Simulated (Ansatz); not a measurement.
## Geometry relaxation of Ge

The run: geometry relaxation of Ge (4 atoms in the cell). Method and program: DFT PBE, scalar-relativistic, plane waves, PAW, no spin polarisation (Ansatz 0.2.0).

The structure derives from a Materials Project entry. It belongs to a series of runs on one base structure; here: shear of c along a, cell held, atoms relaxed: +12.0 %.

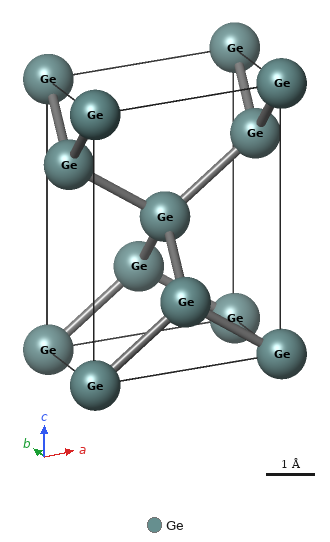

**Figure 1.** The input geometry (ball-and-stick view of the cell of the calculation, seen slightly off an axis).

Input:
```yaml
crystal:
  lattice:
    - [2.879815858, 2.879815858, 0.0]
    - [-2.879815858, 2.879815858, 0.0]
    - [0.4887209572, 0.4887209572, 5.759631716]
  atoms:
    - { symbol: Ge, position: [0.5074447758, 0.5, 0.4992251489] }
    - { symbol: Ge, position: [0.4925552242, 0.0, 0.2507748511] }
    - { symbol: Ge, position: [0.0074447758, 0.0, -0.0007748511] }
    - { symbol: Ge, position: [-0.0074447758, 0.5, 0.7507748511] }
basis:
  ecutwfc: 420
kpoints:
  mp_grid: { grid: [14, 14, 10] }
hamiltonian:
  xc: pbe
scf:
  occupations: { method: gaussian, width: 0.1 }
output:
  forces: true
  stress: true
  eigenvalues: true
relax:
  adjacent_minimum: "off"
  f_tol: 0.008
  max_steps: 40
```

Launched with:
```bash
ansatz run input.yaml --threads 1 --pin off --max-ram 2560MiB --backend cpu --events-out ev --progress --plain --runs-dir out
```

Log:
```
Warning: output.stress: scf.convergence.dr2_threshold = 6.4e-8 eV (the default of a walk held to its f_tol) is looser than the 4e-10 eV advised for a printed stress (1e-10 eV for each atom of the cell: 4). What an SCF threshold leaves in a stress goes as its square root, and in the free energy as the threshold itself, and one threshold admits the most on a small cell: of the crystals measured, under no hybrid functional and no lock of the moments, on runs that ended without the residual-converged pass, on stresses that held no estimate of that error, the worst erred by over 100 MPa in a component at 1e-7 eV an atom and by under 5 at 1e-10. Every solve of this run answers to scf.convergence.dr2_threshold, and the tensor of one is reported: a single SCF on the reported geometry and on this run's grids (its basis.xc_grid and basis.ecutrho_ratio typed), with scf.convergence.dr2_threshold at 4e-10 eV or tighter, prints it and tightens no other solve. Else set scf.convergence.dr2_threshold to 4e-10 eV or tighter. The threshold is an SCF's pass mark: one that does not reach it within its budget of iterations ends unconverged, or closes short of it on a stop that the run arms, and scf.convergence.dr2_threshold's page says what that costs each kind of run
Engine: ansatz 0.2.0, x86_64-unknown-linux-gnu
Pseudopotentials: kind: paw
Pseudopotential: Ge, paw, valence charge 14, recommended cutoff 420 eV (normal), Ge.paw.azcp
Functional definition: PBE
  parameter kappa = 0.804
  parameter beta = 0.06672455060314922
  exchange = pbe_x(kappa = kappa, mu = beta*pi^2/3)
  correlation = pbe_c(beta = beta)
Crystal: 4 atoms, lattice volume = 95.533 Å³
Basis set: ecut = 420 eV, 1885 PW (Γ), exchange–correlation on 60×60×80 points (8 copies of the dense FFT grid, shifted against one another)
Bands: 34, of which v1, the nominal top of the filled ones, is band 28 counted from 1 (27 counted from 0)
Symmetry: 8 space group operations
Space group: C2/m (ITA 12), of the structure as read, at distance tolerance 4.6e-5 Å
k-points: 576 of 1960
Non-local potential: Ge, projectors of the file, l = 0: 2, l = 1: 2, l = 2: 3, l = 3: 1
PAW form: soft (Blöchl's): semilocal exchange-correlation on the pseudo side does not see the compensation charge
PAW one-centre angular grid: Ge, 590 points (default); XC on 64 Gauss nodes
Initial density: superposition of atomic densities (neutral atoms: chi_scale 0, normalization atom), corrected by the library's trained network
Initial wavefunctions: pseudopotential atomic-orbital guess
Functional: x = pbe(κ = 0.804, μ = 0.2195149727645171), c = pbe(β = 0.06672455060314922)
SCF iter   1: F=—  HF=-17179.702973 eV  |F-HF|=—  |Δ(HF+E_count)|=         —  Δρ=1.32e-3  dr2=2.06e-3  ethr=1.77e-3  ⟨swp⟩=5.8  Hψ=74584  notcnv=0
preconditioner: auto → Kerker (q_TF=auto, 2.496 Å⁻¹)  [metal: Δε(μ)=0.029 eV  Ē_g=22.412 eV  σ=0.100 eV  W_gap=0.16  n_scr=24 (ndim 8)  ℏωp=28.4 eV  f_vac=0.081  D(μ)=0.30/eV (n_scr^D=0)]
SCF iter   2: F=—  HF=-17179.701602 eV  |F-HF|=—  |Δ(HF+E_count)|=   1.37e-3  Δρ=1.07e-3  dr2=1.25e-3  ethr=3.67e-6  ⟨swp⟩=2.0  Hψ=35728  notcnv=0  defer=1
SCF iter   3: F=—  HF=-17179.701506 eV  |F-HF|=—  |Δ(HF+E_count)|=   9.67e-5  Δρ=6.09e-4  dr2=5.82e-4  ethr=2.23e-6  ⟨swp⟩=2.0  Hψ=30183  notcnv=0  defer=1
SCF iter   4: F=—  HF=-17179.701615 eV  |F-HF|=—  |Δ(HF+E_count)|=   1.10e-4  Δρ=3.48e-4  dr2=5.81e-5  ethr=1.04e-6  ⟨swp⟩=2.7  Hψ=34352  notcnv=0  defer=1
SCF iter   5: F=—  HF=-17179.701586 eV  |F-HF|=—  |Δ(HF+E_count)|=   2.88e-5  Δρ=6.21e-5  dr2=6.16e-6  ethr=1.04e-7  ⟨swp⟩=2.0  Hψ=34798  notcnv=0  defer=1
SCF iter   6: F=-17179.701592 eV  HF=-17179.701592 eV  |F-HF|=5.40e-7  |Δ(HF+E_count)|=   5.60e-6  Δρ=3.42e-5  dr2=5.27e-7  ethr=2.86e-9  ⟨swp⟩=7.1  Hψ=76475  notcnv=0
SCF 1 converged in 6 iterations: F = -17179.701592 eV  dr2 = 5.27e-7
  greatest PAW one-centre occupation: 0.998 electrons in one spin orbital (limit 2), on the Ge atom at site 3 (counted from 0), in its partial waves of l = 2
relax step   1: F+E_penalty+E_count = -17179.70159156 eV  Δ(F+E_penalty+E_count) = +0.000e0 eV  max|allowed force component| = 2.257e-1 eV/Å  Δτ_max = 0.0000 Å  (6 SCF iters, dr2 threshold 1.60e-6 eV, accepted)
Initial density: handed on by an earlier stage of this run
Initial wavefunctions: those handed on with the density
iter 1 solved again at ethr=8.42e-7 eV; its pass at ethr=3.10e-3 eV (dr2=4.71e-4 eV) is discarded
SCF iter   1: F=—  HF=-17179.713195 eV  |F-HF|=—  |Δ(HF+E_count)|=         —  Δρ=1.22e-3  dr2=4.79e-4  ethr=8.42e-7  ⟨swp⟩=2.0  Hψ=60217  notcnv=0  defer=907
preconditioner: auto → Kerker (q_TF=auto, 2.496 Å⁻¹)  [metal: Δε(μ)=0.003 eV  Ē_g=22.402 eV  σ=0.100 eV  W_gap=0.02  n_scr=24 (ndim 8)  ℏωp=28.4 eV  f_vac=0.076  D(μ)=0.29/eV (n_scr^D=0)]
SCF iter   2: F=—  HF=-17179.713285 eV  |F-HF|=—  |Δ(HF+E_count)|=   9.01e-5  Δρ=6.92e-4  dr2=1.90e-4  ethr=8.42e-7  ⟨swp⟩=1.0  Hψ=18677  notcnv=0  defer=907
SCF iter   3: F=—  HF=-17179.713310 eV  |F-HF|=—  |Δ(HF+E_count)|=   2.43e-5  Δρ=9.61e-5  dr2=1.03e-5  ethr=3.40e-7  ⟨swp⟩=1.0  Hψ=18677  notcnv=0  defer=907
SCF iter   4: F=-17179.713312 eV  HF=-17179.713313 eV  |F-HF|=1.21e-6  |Δ(HF+E_count)|=   3.61e-6  Δρ=3.75e-5  dr2=1.45e-6  ethr=5.68e-9  ⟨swp⟩=9.0  Hψ=86410  notcnv=0
SCF 2 converged in 4 iterations: F = -17179.713312 eV  dr2 = 1.45e-6
relax step   2: F+E_penalty+E_count = -17179.71331200 eV  Δ(F+E_penalty+E_count) = -1.172e-2 eV  max|allowed force component| = 1.603e-2 eV/Å  Δτ_max = 0.0160 Å  (4 SCF iters, dr2 threshold 3.18e-6 eV, accepted)
SCF iter   1: F=—  HF=-17179.713303 eV  |F-HF|=—  |Δ(HF+E_count)|=         —  Δρ=9.38e-5  dr2=4.57e-6  ethr=4.25e-8  ⟨swp⟩=2.2  Hψ=45046  notcnv=0
preconditioner: auto → Kerker (q_TF=auto, 2.496 Å⁻¹)  [metal: Δε(μ)=0.008 eV  Ē_g=22.401 eV  σ=0.100 eV  W_gap=0.04  n_scr=24 (ndim 8)  ℏωp=28.4 eV  f_vac=0.075  D(μ)=0.29/eV (n_scr^D=0)]
SCF iter   2: F=—  HF=-17179.713365 eV  |F-HF|=—  |Δ(HF+E_count)|=   6.26e-5  Δρ=5.49e-5  dr2=2.21e-6  ethr=8.16e-9  ⟨swp⟩=2.0  Hψ=35712  notcnv=0
SCF iter   3: F=—  HF=-17179.713366 eV  |F-HF|=—  |Δ(HF+E_count)|=   5.43e-7  Δρ=2.50e-5  dr2=7.60e-7  ethr=3.95e-9  ⟨swp⟩=1.0  Hψ=18678  notcnv=0
SCF iter   4: F=—  HF=-17179.713366 eV  |F-HF|=—  |Δ(HF+E_count)|=   3.58e-7  Δρ=8.37e-6  dr2=7.93e-8  ethr=1.36e-9  ⟨swp⟩=2.1  Hψ=24159  notcnv=0
SCF iter   5: F=-17179.713366 eV  HF=-17179.713366 eV  |F-HF|=3.57e-9  |Δ(HF+E_count)|=   6.17e-8  Δρ=1.94e-6  dr2=4.90e-9  ethr=1.14e-10  ⟨swp⟩=7.1  Hψ=67190  notcnv=0
SCF 3 converged in 5 iterations: F = -17179.713366 eV  dr2 = 4.90e-9
relax step   3: F+E_penalty+E_count = -17179.71336630 eV  Δ(F+E_penalty+E_count) = -5.430e-5 eV  max|allowed force component| = 1.836e-4 eV/Å  Δτ_max = 0.0011 Å  (5 SCF iters, accepted)
```

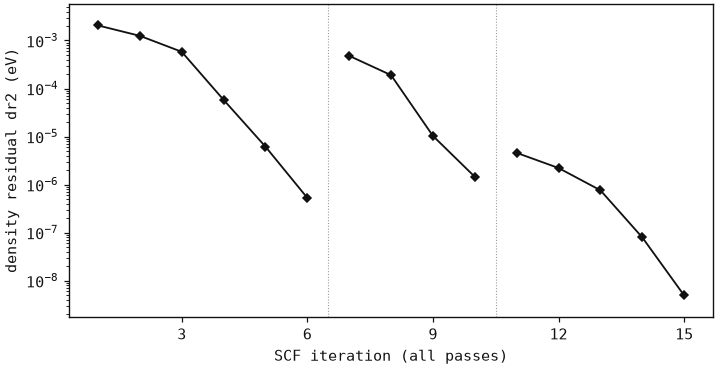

**Figure 2.** Convergence of the self-consistent field: density residual dr2 against the SCF iteration. The dotted lines part the SCF passes of the relaxation: geometry steps, rejected trials and re-solves on a re-selected basis. The passes take 6, 4 and 5 iterations.

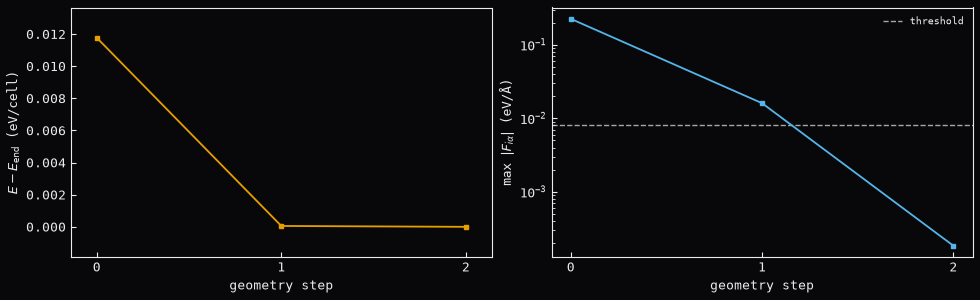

**Figure 3.** Progress of the relaxation, step by step (the first geometry is step 0 here and step 1 in the log).

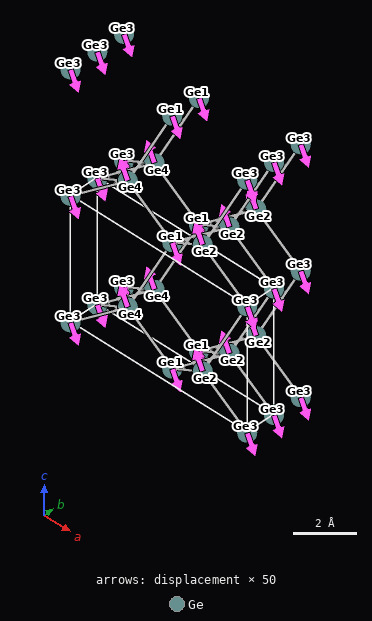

**Figure 4.** The starting structure with the displacements as pink arrows, magnified 50 times (ball-and-stick view of the cell of the calculation, set on other vectors, repeated 1 × 2 × 2, seen slightly off an axis). The largest moves, 0.017 Å, are those of Ge1, Ge2, Ge3 and Ge4. The cell doesn't change. Distances before and after: Ge1–Ge4 2.408 → 2.440 Å. The space group stays C2/m (No. 12). Over 2 geometry steps the energy falls by 11.8 meV per cell of the calculation. The largest force component goes from 0.23 to 0.00018 eV/Å. (Atoms are counted from 1 in the order of the input.)

```
SCF converged after 5 iterations
Free energy (F): -17179.713366 eV
Harris-Foulkes:  -17179.713366 eV  (|F-HF|=3.57e-9)
Internal energy: -17179.711928 eV  (E = F + TS)
E sigma→0 (E₀):  -17179.712647 eV
Entropy (-TS):   -0.001438 eV (-0.360 meV/atom)
Fermi energy:    7.834192 eV
--- Per-component energies (eV) ---
  E_band       = -630.161946
  E_kinetic    = 443.438011
  E_local      = -10028.578320  (includes V_loc(G=0)·N_el)
  E_nonlocal   = 1672.187536
  E_hartree    = 4394.211009
  E_xc         = -301.196195
  E_vxc        = -256.914045  (∫ρ·V_xc dr)
  E_paw        = -8077.830678  (= ΣΔE_a)
  E_vpaw       = -1248.717188  (= ΣTr[D̂ρ^β])
  E_aug_tail   = 0.001267  (compensation charges beyond the density's cutoff)
  E_ewald      = -5281.944558
  E_smearing   = -0.001438  (= −TS)
  E_closure    = -0.000000  (closes the sum)
  Σ components = -17179.713366   (vs F -17179.713366, Δ=0.00e0)
--- Forces (eV/Å), atoms counted from 1 ---
  atom   1  Ge     0.00017475     0.00017475    -0.00018361
  atom   2  Ge    -0.00017475    -0.00017475     0.00018361
  atom   3  Ge     0.00017475     0.00017475    -0.00018361
  atom   4  Ge    -0.00017475    -0.00017475     0.00018361
  max |Σ_I F_I| component: 3.47e-18 eV/Å
--- Stress (GPa, compression-positive) ---
        0.046755      -0.638771      -4.221840
       -0.638771       0.046755      -4.221840
       -4.221840      -4.221840       1.092710
  P = ⅓ Tr σ = 0.3954 GPa (3.954 kbar)
--- Band table (eV; the first three rows and the last of 576) ---
  k-point 0: bands = ["-16.8814", "-16.8760", "-16.8752", "-16.8500", "-16.8142", "-16.8126", "-16.8076", "-16.7983", "-16.7967", "-16.7155", "-16.7142", "-16.6781", "-16.6678", "-16.6668", "-16.6308", "-16.6222", "-16.6203", "-16.5871", "-16.5869", "-16.5867", "-4.4888", "-0.7947", "-0.7621", "4.9928", "5.0876", "7.0573", "7.4212", "7.8991", "8.3414", "8.6522", "8.7858", "10.1136", "10.4580", "11.2101"]
  k-point 1: bands = ["-16.8811", "-16.8754", "-16.8748", "-16.8507", "-16.8179", "-16.8129", "-16.8123", "-16.8013", "-16.7811", "-16.7300", "-16.6999", "-16.6836", "-16.6787", "-16.6525", "-16.6300", "-16.6233", "-16.6211", "-16.5879", "-16.5877", "-16.5864", "-4.4497", "-1.4497", "-0.0577", "5.0335", "5.1260", "6.4478", "7.7219", "7.7300", "8.4107", "8.5660", "8.9722", "10.1817", "10.6840", "11.2582"]
  k-point 2: bands = ["-16.8803", "-16.8738", "-16.8738", "-16.8528", "-16.8247", "-16.8246", "-16.8091", "-16.7916", "-16.7637", "-16.7449", "-16.7004", "-16.6854", "-16.6811", "-16.6397", "-16.6288", "-16.6253", "-16.6223", "-16.5907", "-16.5893", "-16.5860", "-4.3328", "-2.0647", "0.7044", "5.1552", "5.2412", "5.6485", "7.3169", "7.4145", "8.5324", "9.0109", "9.2998", "10.0582", "11.2338", "11.6190"]
  k-point 575: bands = ["-16.8946", "-16.8946", "-16.8766", "-16.8766", "-16.7660", "-16.7660", "-16.7620", "-16.7620", "-16.7483", "-16.7483", "-16.7102", "-16.7102", "-16.6900", "-16.6900", "-16.6828", "-16.6828", "-16.5941", "-16.5941", "-16.5606", "-16.5606", "-1.0099", "-1.0099", "-0.3869", "-0.3869", "4.1338", "4.1338", "4.3791", "4.3791", "10.9566", "10.9566", "11.6223", "11.6223", "13.1192", "13.1192"]
--- Relaxed structure (3 steps of the walk, 3 accepted, 0 SCFs on fresh bases) ---
  F+E_penalty+E_count = -17179.71336630 eV   max|allowed force component| = 1.836e-4 eV/Å
  atoms:
    - { symbol: Ge, position: [0.5115546522212121, 0.5, 0.4982288333337642] }
    - { symbol: Ge, position: [0.48844534777878795, 0.0, 0.2517711666662358] }
    - { symbol: Ge, position: [0.011554652221212056, -8.673617379884035e-19, -0.0017711666662358178] }
    - { symbol: Ge, position: [-0.011554652221212075, 0.5, 0.7517711666662358] }
```

Trajectory as extended XYZ (Å, eV, eV/Å), 3 frames, from step=1 to step=3:
```
4
Lattice="2.8798 2.8798 0.0000 -2.8798 2.8798 0.0000 0.4887 0.4887 5.7596" Properties=species:S:1:pos:R:3:forces:R:3 step=1 energy=-17179.70159
Ge    0.2654    3.1452    2.8754    0.2257   0.2257  -0.1489
Ge    1.5410    1.5410    1.4444   -0.2257  -0.2257   0.1489
Ge    0.0211    0.0211   -0.0045    0.2257   0.2257  -0.1489
Ge   -1.0944    1.7854    4.3242   -0.2257  -0.2257   0.1489
4
Lattice="2.8798 2.8798 0.0000 -2.8798 2.8798 0.0000 0.4887 0.4887 5.7596" Properties=species:S:1:pos:R:3:forces:R:3 step=2 energy=-17179.71331
Ge    0.2762    3.1560    2.8704    0.0118   0.0118  -0.0160
Ge    1.5303    1.5303    1.4493   -0.0118  -0.0118   0.0160
Ge    0.0318    0.0318   -0.0094    0.0118   0.0118  -0.0160
Ge   -1.1052    1.7746    4.3291   -0.0118  -0.0118   0.0160
4
Lattice="2.8798 2.8798 0.0000 -2.8798 2.8798 0.0000 0.4887 0.4887 5.7596" Properties=species:S:1:pos:R:3:forces:R:3 step=3 energy=-17179.71337
Ge    0.2768    3.1566    2.8696    0.0002   0.0002  -0.0002
Ge    1.5297    1.5297    1.4501   -0.0002  -0.0002   0.0002
Ge    0.0324    0.0324   -0.0102    0.0002   0.0002  -0.0002
Ge   -1.1058    1.7740    4.3299   -0.0002  -0.0002   0.0002
```

Key numbers:

```json
{"quantity": "outcome", "value": "converged"}
{"quantity": "space group (tolerance 0.01 Å)", "value": "C2/m (12)"}
{"quantity": "electrons treated", "value": "56"}
{"quantity": "free energy", "value": "−17179.7134 eV"}
{"quantity": "Fermi energy", "value": "7.834 eV"}
{"quantity": "gap on the k-point mesh", "value": "none (metallic)"}
{"quantity": "pressure", "value": "0.40 GPa"}
{"quantity": "final volume", "value": "95.53 Å³"}
{"quantity": "largest force (length of the vector) at the end", "value": "under 0.001 eV/Å"}
{"quantity": "final cell", "value": "a = 4.073 Å, b = 4.073 Å, c = 5.801 Å, α = 90.00°, β = 83.16°, γ = 90.00°"}
{"quantity": "hardware", "value": "1 thread of Intel Xeon (Granite Rapids), 192 GiB of memory available, shared host"}
{"quantity": "wall time", "value": "2 min"}
{"quantity": "peak memory", "value": "1.4 GiB"}
```

Notes:

The program warns: the SCF threshold is looser than advised for the printed stress.
